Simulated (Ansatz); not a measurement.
# Single-point calculation of MoSe

MoSe (F-43m, 2 atoms in the cell), computed with DFT PBE+U, scalar-relativistic, plane waves, PAW, Ueff = 4.38 eV on Mo d, spin-polarised (Ansatz 0.2.0).

The structure was built on a prototype by a generator; it need not be a known phase. It belongs to a series of runs on one base structure; here: volume fm: 0.96 V/V0. Figures and captions count atoms from 1; the log counts them from 0 in places.

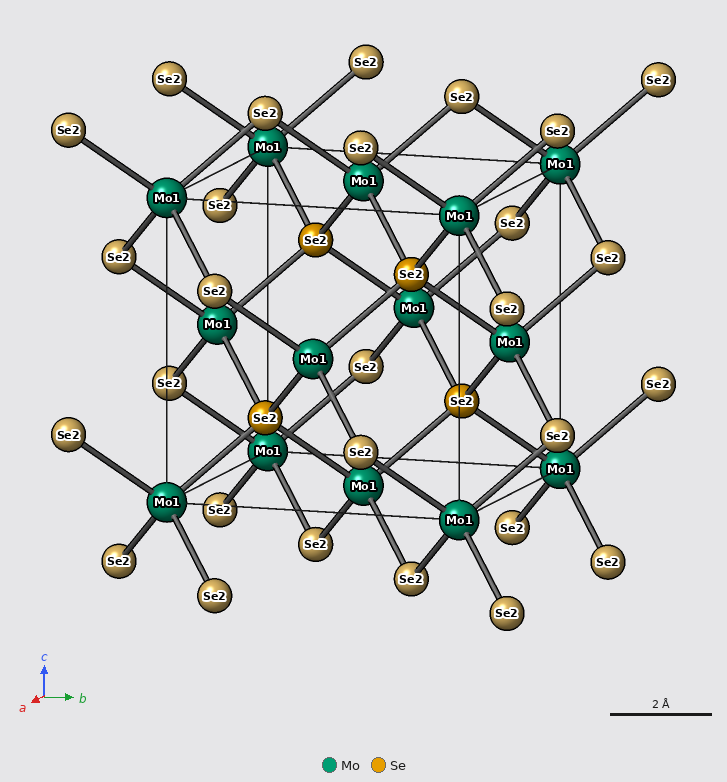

Figure 1. The structure as given in the input (ball-and-stick view of the cell 4 times as large as that of the calculation, set on its symmetry axes, seen slightly off an axis; neighbours outside the cell are drawn fainter; atoms are numbered from 1 in the order of the input). An atom can appear more than once, as a periodic image. Near neighbours in the periodic cell (some may lie outside the picture): Mo has 4 Se at 2.67 Å; Se has 4 Mo at 2.67 Å.

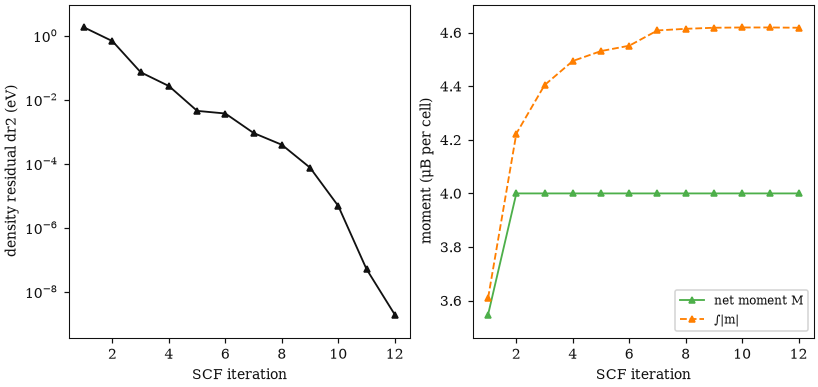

Figure 2. Convergence of the self-consistent field: density residual dr2 and magnetic moment against the SCF iteration. The residual falls at every step. The net moment goes from 3.5 to 4.0 μB per cell.

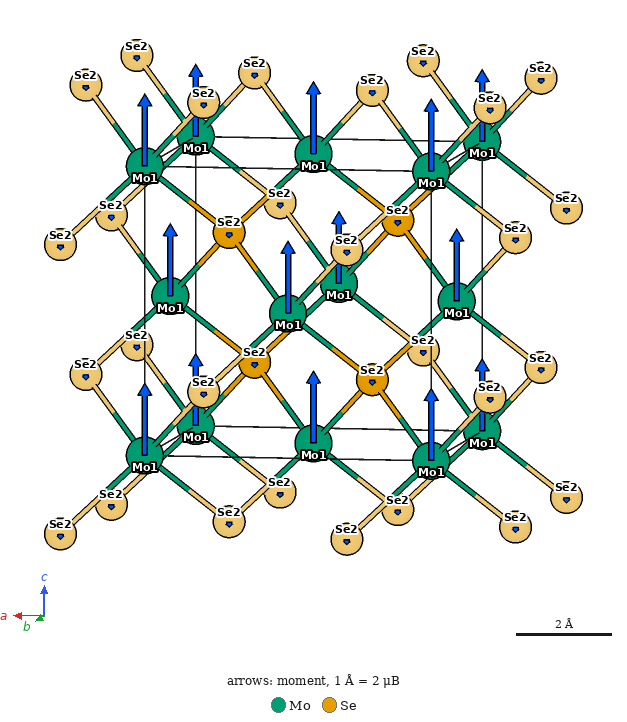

Figure 3. Magnetic moments of the sites as blue arrows (ball-and-stick view of the cell 4 times as large as that of the calculation, set on its symmetry axes, seen at an oblique angle; neighbours outside the cell are drawn fainter; atoms are numbered from 1 in the order of the input); small moments hardly show. The run is collinear, so the axis drawn is arbitrary. Site moments: Mo1 (3.13 μB); Se2 (−0.26 μB). They are counted near the atoms and needn't add up to the moment of the cell.

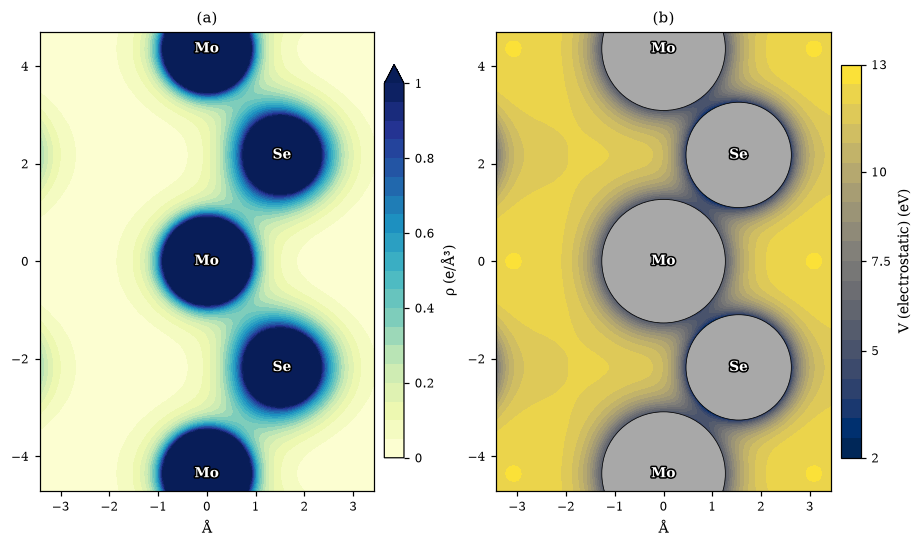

Figure 4. (a) valence pseudo-density; (b) electrostatic potential energy of an electron on the (101) plane of the conventional cell. Grey discs, where drawn, cover atomic cores. Mo–Se (2.67 Å): ρ is about 0.39 e/Å³ halfway. Away from the nuclei the density in this plane falls to 0.01 e/Å³ at its lowest. Outside the cores the potential energy rises away from the atoms and is highest about 2.7 Å from the nearest atoms; outside the discs it spans about 10 eV, and its zero is arbitrary. In a PAW calculation such maps are meaningful between the atoms, not at the nuclei.

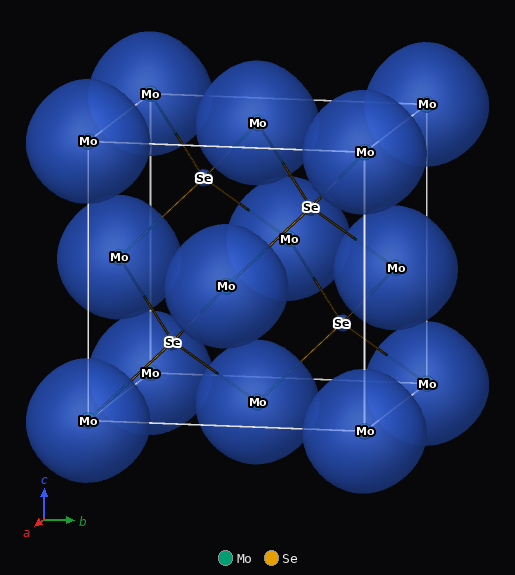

Figure 5. Isosurface of the spin density at +0.1 e/Å³ (blue), seen slightly off an axis. Sticks mark near contacts. The outline is the cell set on symmetry axes. The cell of the calculation (2 atoms) carries 4.0 μB net.

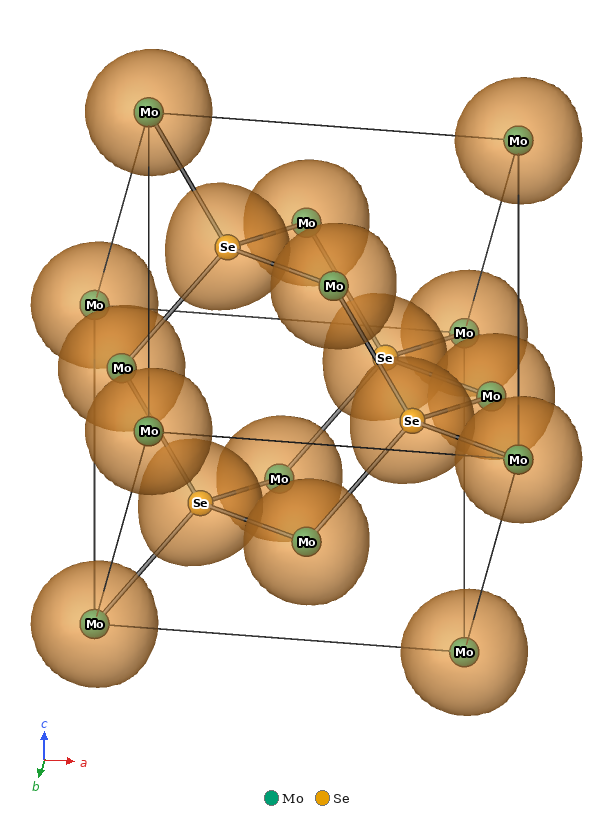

Figure 6. Isosurface of the valence electron density at 0.5 e/Å³ (orange), seen at an oblique angle. Sticks mark near contacts. The outline is the cell set on symmetry axes. At this value the density breaks into separate islands; it holds about 80 % of the electrons treated as valence (semicore included). It is pinched off along the Mo–Se (2.67 Å) contacts. On the grid the lowest density along these lines, outside the cores, is 0.39 e/Å³ (Mo–Se, 2.67 Å).

The input and output of the run follow.

**Input**
```yaml
crystal:
  lattice:
    - [0.0, 3.081237516, 3.081237516]
    - [3.081237516, 0.0, 3.081237516]
    - [3.081237516, 3.081237516, 0.0]
  atoms:
    - { symbol: Mo, position: [0.0, 0.0, 0.0], spin: 2.0 }
    - { symbol: Se, position: [0.25, 0.25, 0.25] }
basis:
  ecutwfc: 420
kpoints:
  mp_grid: { grid: [12, 12, 12] }
hamiltonian:
  xc: pbe
  hubbard: { sites: [{ species: Mo, l: d, u_eff: 4.38 }] }
scf:
  occupations: { method: gaussian, width: 0.1 }
output:
  forces: true
  stress: true
  eigenvalues: true
  populations: true
  write_density: true
  write_potential: true
  elf: true
  volumetric_format: npy
magnetization:
  spin_polarized: true
```

Run as:
```bash
ansatz run input.yaml --threads 1 --pin off --max-ram 2560MiB --backend cpu --events-out ev --progress --plain --runs-dir out
```

**What the program printed**
```
Mo: projections on atomic orbitals take those of the free atom [Ar 3d10] 4s2 4p6 4d5 5s1, of charge +0.00 (hamiltonian.pseudopotentials.projection_atoms); the dataset's partial waves leave at most 6.0e-6 of an orbital's norm unspanned inside its sphere
Se: projections on atomic orbitals take those of the free atom [Ar] 3d10 4s2 4p4, of charge +0.00 (hamiltonian.pseudopotentials.projection_atoms); the dataset's partial waves leave at most 2.3e-6 of an orbital's norm unspanned inside its sphere
Engine: ansatz 0.2.0, x86_64-unknown-linux-gnu
Pseudopotentials: kind: paw
Pseudopotential: Mo, paw, valence charge 14, recommended cutoff 420 eV (normal), Mo.paw.azcp
Pseudopotential: Se, paw, valence charge 16, recommended cutoff 420 eV (normal), Se.paw.azcp
Functional definition: PBE
  parameter kappa = 0.804
  parameter beta = 0.06672455060314922
  exchange = pbe_x(kappa = kappa, mu = beta*pi^2/3)
  correlation = pbe_c(beta = beta)
Crystal: 2 atoms, lattice volume = 58.507 Å³
Basis set: ecut = 420 eV, 1139 PW (Γ), exchange–correlation on 60×60×60 points (8 copies of the dense FFT grid, shifted against one another)
Bands: 20, of which v1, the nominal top of the filled ones, is band 15 counted from 1 (14 counted from 0)
Symmetry: 24 space group operations
Space group: F-43m (ITA 216), of the structure as read, at distance tolerance 3.9e-5 Å
Magnetic group: BNS 216.74 (UNI 1576), of the structure as read, at distance tolerance 3.9e-5 Å
k-points: 72 of 1728 (time reversal used)
Non-local potential: Mo, projectors of the file, l = 0: 3, l = 1: 2, l = 2: 2, l = 3: 1
Non-local potential: Se, projectors of the file, l = 0: 2, l = 1: 2, l = 2: 3, l = 3: 1
PAW form: soft (Blöchl's): semilocal exchange-correlation on the pseudo side does not see the compensation charge
PAW one-centre angular grid: Mo, 590 points (default); XC on 64 Gauss nodes
PAW one-centre angular grid: Se, 590 points (default); XC on 64 Gauss nodes
Initial density: superposition of atomic densities (chi_scale 0.1, normalization cell)
Starting moments: Σ|m| = 2 μB on 1 of 2 sites
Initial wavefunctions: pseudopotential atomic-orbital guess
Functional: x = pbe(κ = 0.804, μ = 0.2195149727645171), c = pbe(β = 0.06672455060314922)
SCF iter   1: F=—  HF=-10419.784899 eV  |F-HF|=—  |Δ(HF+E_count)|=         —  Δρ=4.17e-2 (↑2.68e-2 ↓4.17e-2)  dr2=1.80e0  dr2_m=4.42e-1  M=3.548 μB ∫|m|=3.610 μB  β_m=1.00  ethr=3.10e-3  ⟨swp⟩=5.4  Hψ=12495  notcnv=0
preconditioner: auto → Kerker (q_TF=auto, 2.441 Å⁻¹)  [metal: Δε(μ)=0.008 eV  Ē_g=7.964 eV  σ=0.100 eV  W_gap=0.05  n_scr=14 (ndim 8)  ℏωp=16.8 eV  f_vac=0.042  D(μ)=2.64/eV (n_scr^D=14)]
spin=Collinear: Kerker preconditioning applied to the charge; magnetization (m = ρ↑ − ρ↓) channel mixes plain (no charge-response kernel on spin).
SCF iter   2: F=—  HF=-10420.744778 eV  |F-HF|=—  |Δ(HF+E_count)|=   9.60e-1  Δρ=2.14e-2 (↑9.24e-3 ↓2.14e-2)  dr2=6.73e-1  dr2_m=6.18e-2  M=4.000 μB ∫|m|=4.223 μB  β_m=1.00  ethr=3.10e-3  ⟨swp⟩=2.0  Hψ=5166  notcnv=0  defer=96
SCF iter   3: F=—  HF=-10420.956366 eV  |F-HF|=—  |Δ(HF+E_count)|=   2.12e-1  Δρ=7.31e-3 (↑6.66e-3 ↓7.31e-3)  dr2=7.18e-2  dr2_m=1.20e-2  M=4.000 μB ∫|m|=4.404 μB  β_m=1.00  ethr=2.24e-3  ⟨swp⟩=2.0  Hψ=3991  notcnv=0  defer=96
SCF iter   4: F=—  HF=-10421.121621 eV  |F-HF|=—  |Δ(HF+E_count)|=   1.65e-1  Δρ=4.51e-3 (↑4.51e-3 ↓2.57e-3)  dr2=2.66e-2  dr2_m=2.24e-3  M=4.000 μB ∫|m|=4.494 μB  β_m=1.00  ethr=2.39e-4  ⟨swp⟩=2.5  Hψ=4840  notcnv=0  defer=96
SCF iter   5: F=—  HF=-10421.213457 eV  |F-HF|=—  |Δ(HF+E_count)|=   9.18e-2  Δρ=1.58e-3 (↑1.58e-3 ↓1.01e-3)  dr2=4.46e-3  dr2_m=2.94e-4  M=4.000 μB ∫|m|=4.531 μB  β_m=0.30  ethr=8.85e-5  ⟨swp⟩=2.5  Hψ=5174  notcnv=0  defer=96
Mixer restart at iter 5: flushing history
spin-set hold released at iteration 5 (site moments contracting): the magnetisation degrees of freedom join the quasi-Newton model from the next iteration; the mixer history was flushed
SCF iter   6: F=—  HF=-10421.263978 eV  |F-HF|=—  |Δ(HF+E_count)|=   5.05e-2  Δρ=1.55e-3 (↑1.55e-3 ↓9.22e-4)  dr2=3.69e-3  dr2_m=3.96e-4  M=4.000 μB ∫|m|=4.551 μB  β_m=0.65  ethr=1.49e-5  ⟨swp⟩=2.2  Hψ=4213  notcnv=0  defer=96
SCF iter   7: F=—  HF=-10421.320556 eV  |F-HF|=—  |Δ(HF+E_count)|=   5.66e-2  Δρ=6.61e-4 (↑6.61e-4 ↓6.25e-4)  dr2=9.07e-4  dr2_m=1.28e-4  M=4.000 μB ∫|m|=4.608 μB  β_m=0.66  ethr=1.23e-5  ⟨swp⟩=2.0  Hψ=4577  notcnv=0  defer=96
SCF iter   8: F=—  HF=-10421.320794 eV  |F-HF|=—  |Δ(HF+E_count)|=   2.37e-4  Δρ=3.68e-4 (↑3.68e-4 ↓3.37e-4)  dr2=3.89e-4  dr2_m=2.70e-5  M=4.000 μB ∫|m|=4.614 μB  β_m=0.83  ethr=3.02e-6  ⟨swp⟩=2.1  Hψ=4616  notcnv=0  defer=96
SCF iter   9: F=—  HF=-10421.321058 eV  |F-HF|=—  |Δ(HF+E_count)|=   2.64e-4  Δρ=1.21e-4 (↑1.17e-4 ↓1.21e-4)  dr2=7.48e-5  dr2_m=2.75e-7  M=4.000 μB ∫|m|=4.618 μB  β_m=0.92  ethr=1.30e-6  ⟨swp⟩=2.0  Hψ=3498  notcnv=0  defer=96
SCF iter  10: F=—  HF=-10421.321129 eV  |F-HF|=—  |Δ(HF+E_count)|=   7.15e-5  Δρ=3.74e-5 (↑3.70e-5 ↓3.74e-5)  dr2=4.74e-6  dr2_m=1.87e-7  M=4.000 μB ∫|m|=4.619 μB  β_m=0.96  ethr=2.49e-7  ⟨swp⟩=2.0  Hψ=3690  notcnv=0  defer=96
iter 11 did not close the SCF: its close was put off for a magnetic moment that had not settled (scf_convergence_deferred on its scf_iter line)
SCF iter  11: F=-10421.321137 eV  HF=-10421.321137 eV  |F-HF|=9.71e-8  |Δ(HF+E_count)|=   7.28e-6  Δρ=7.20e-6 (↑6.10e-6 ↓7.20e-6)  dr2=5.05e-8  dr2_m=1.36e-8  M=4.000 μB ∫|m|=4.619 μB  β_m=0.98  ethr=3.33e-10  ⟨swp⟩=9.3  Hψ=20494  notcnv=0
SCF iter  12: F=-10421.321137 eV  HF=-10421.321137 eV  |F-HF|=1.83e-9  |Δ(HF+E_count)|=   1.21e-7  Δρ=1.05e-6 (↑9.96e-7 ↓1.05e-6)  dr2=1.92e-9  dr2_m=8.99e-11  M=4.000 μB ∫|m|=4.618 μB  ethr=1.68e-10  ⟨swp⟩=5.5  Hψ=16793  notcnv=0
SCF 1 converged in 12 iterations: F = -10421.321137 eV  dr2 = 1.92e-9
  greatest PAW one-centre occupation: 1.000 electrons in one spin orbital (limit 2), on the Se atom at site 1 (counted from 0), in its partial waves of l = 2
SCF converged after 12 iterations
Magnetization: 4.0000 μB (17.0000 up, 13.0000 down)
Absolute magnetization: 4.5979 μB (∫|ρ↑−ρ↓|, with the PAW one-centre terms)
Spin contamination: 0.2165 ħ² per cell (⟨S²⟩ above its minimum at these occupations)
Per-site moments (μB) at R_I (Å): [(3.1290931761812755, 1.100727360129235), (-0.26127916370754056, 1.100727360129235)]
Free energy (F): -10421.321137 eV
Harris-Foulkes:  -10421.321137 eV  (|F-HF|=1.83e-9)
Internal energy: -10421.316286 eV  (E = F + TS)
E sigma→0 (E₀):  -10421.318711 eV
Entropy (-TS):   -0.004851 eV (-2.425 meV/atom)
Fermi energy:    8.182005 eV
--- Per-component energies (eV) ---
  E_band       = -618.556732
  E_kinetic    = 559.840616
  E_local      = -4116.634306  (includes V_loc(G=0)·N_el)
  E_nonlocal   = -446.954503
  E_hartree    = 1822.701599
  E_xc         = -285.683492
  E_vxc        = -324.357995  (∫ρ·V_xc dr)
  E_hubbard    = 1.606796  (on-site DFT+U / exact-exchange correction)
  E_vhub       = -7.494531  (the Hubbard potential's part of the band-sum identity)
  E_paw        = -5115.244823  (= ΣΔE_a)
  E_vpaw       = 71.640075  (= ΣTr[D̂ρ^β])
  E_aug_tail   = -0.000554  (compensation charges beyond the density's cutoff)
  E_ewald      = -2840.947619
  E_smearing   = -0.004851  (= −TS)
  E_closure    = -0.000000  (closes the sum)
  Σ components = -10421.321137   (vs F -10421.321137, Δ=0.00e0)
--- Forces (eV/Å), atoms counted from 1 ---
  atom   1  Mo     0.00000000    -0.00000000    -0.00000000
  atom   2  Se    -0.00000000    -0.00000000    -0.00000000
  max |Σ_I F_I| component: 7.86e-17 eV/Å
--- Stress (GPa, compression-positive) ---
        2.008215       0.000000       0.000000
        0.000000       2.008215      -0.000000
        0.000000      -0.000000       2.008215
  P = ⅓ Tr σ = 2.0082 GPa (20.082 kbar)
--- Band table (eV; the first three rows and the last of 144) ---
  k-point 0 ↑: bands = ["-53.3017", "-39.6244", "-39.6244", "-39.6244", "-39.6192", "-39.6192", "-27.5469", "-27.5469", "-27.5469", "-5.1891", "3.1864", "3.1864", "3.1864", "4.9101", "4.9101", "8.4849", "10.0885", "10.0885", "10.0885", "14.4560"]
  k-point 1 ↑: bands = ["-53.3017", "-39.6244", "-39.6244", "-39.6243", "-39.6192", "-39.6192", "-27.5480", "-27.5471", "-27.5471", "-5.1698", "3.1591", "3.2124", "3.2124", "4.9032", "4.9032", "8.5357", "9.9740", "10.0096", "10.0096", "14.2772"]
  k-point 2 ↑: bands = ["-53.3017", "-39.6244", "-39.6244", "-39.6242", "-39.6191", "-39.6191", "-27.5510", "-27.5475", "-27.5475", "-5.1180", "3.1132", "3.2781", "3.2781", "4.8996", "4.8996", "8.3882", "9.7823", "9.7823", "9.9417", "13.9504"]
  k-point 71 ↓: bands = ["-50.9917", "-39.6709", "-39.6708", "-39.6706", "-39.6667", "-39.6666", "-24.9834", "-24.9764", "-24.9738", "-4.7883", "4.4941", "4.6844", "5.2330", "10.2472", "11.1356", "12.1177", "12.1193", "12.9360", "15.1511", "15.5848"]
Occupation matrices written to [file]
--- Löwdin populations: 2 sites ---
  site symbol       q [e]    m [muB]
     0     Mo     13.3876     4.2758
     1     Se     16.4825    -0.3733
  spilling = 0.004330 (of n_electrons = 30.000000)
```

**File populations.tsv**
```
# site	symbol	l	j	q_up	q_dn
# orbitals = lowdin
# n_electrons = 30.000000
# spilling = 0.004330
# projection_atom_Mo: [Ar 3d10] 4s2 4p6 4d5 5s1
# projection_atom_Se: [Ar] 3d10 4s2 4p4
0	Mo	0_4S	-	0.994320	0.994491
0	Mo	0_5S	-	0.304001	0.210036
0	Mo	1_4P	-	2.996303	2.997338
0	Mo	2_4D	-	4.537079	0.353995
1	Se	0_4S	-	0.921800	0.891274
1	Se	1_4P	-	2.132862	2.536767
1	Se	2_3D	-	4.999975	4.999869
```

**Key numbers**

- outcome: converged
- space group (tolerance 0.01 Å): F-43m (216)
- electrons treated: 30
- free energy: −10421.3211 eV
- Fermi energy: 8.182 eV
- gap on the k-point mesh: none (metallic)
- net moment of the cell: 4.00 μB
- integrated absolute moment: 4.60 μB
- pressure: 2.01 GPa
- largest force (length of the vector): under 0.001 eV/Å
- hardware: 1 thread of Intel Xeon @ 2.90GHz (Ice Lake), 16 GiB of memory available, shared host
- wall time: 18 s
- peak memory: 0.58 GiB

**Remarks**

The electronic state found may not be the lowest one.
